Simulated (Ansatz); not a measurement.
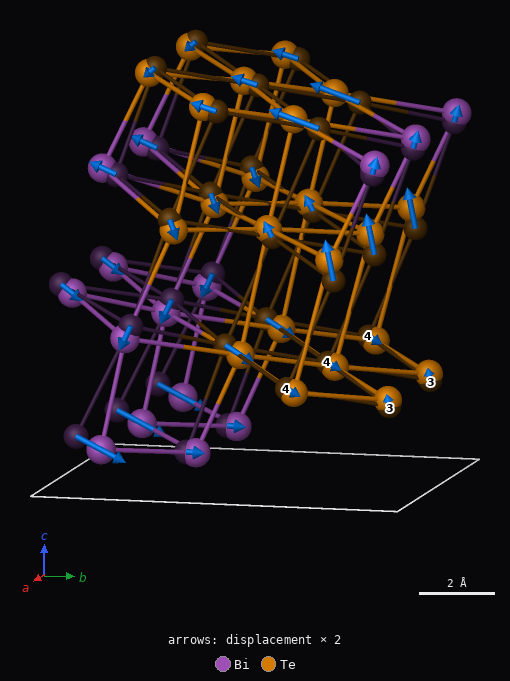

A relaxation of a slab of composition Bi$_{2}$Te$_{3}$ (cut from the R-3m phase). The starting structure is drawn faded, the final one solid; blue arrows show the displacements, 2 times their true length.

The picture is a ball-and-stick view of the 2 × 1 repeat of the cell, outlined in the plane, without the vacuum, seen slightly off an axis.

The slab is the (0 1 2) face of Bi2Te3.

All numbers below come from DFT PBE, scalar-relativistic, plane waves, PAW in Ansatz. Set-up: plane-wave cutoff 420 eV; k-point mesh 8 × 4 × 1; occupations gaussian; smearing width 0.1 eV; no spin polarisation; dipole correction; atoms relaxed in a fixed cell; force threshold 0.02 eV/Å; at most 60 steps.

### Describe the change and its energy.

After 8 accepted moves (9 points after the start) the energy has fallen by 1.688 eV per cell of the calculation. The largest force component goes from 1.3 to 0.0095 eV/Å. The line search rejected the trial step at point 7 of the run. The atom that moves furthest relative to the layer's centre is a Bi atom (0.77 Å at 64° to the normal (−c side)). Largest moves by element: Bi 0.77 Å, Te 0.73 Å. The lattice vectors keep their values. Some distances before and after: Bi–Te 3.141 → 3.802 Å, Bi–Te 3.141 → 3.685 Å, Te–Te 3.272 → 3.794 Å, Bi–Te 3.141 → 3.605 Å. Among the angles between lasting bonds that change: Bi–Bi–Bi 81.5° → 96.5°, Bi–Te–Bi 90.7° → 78.7°, Te–Bi–Te 90.7° → 78.7°.
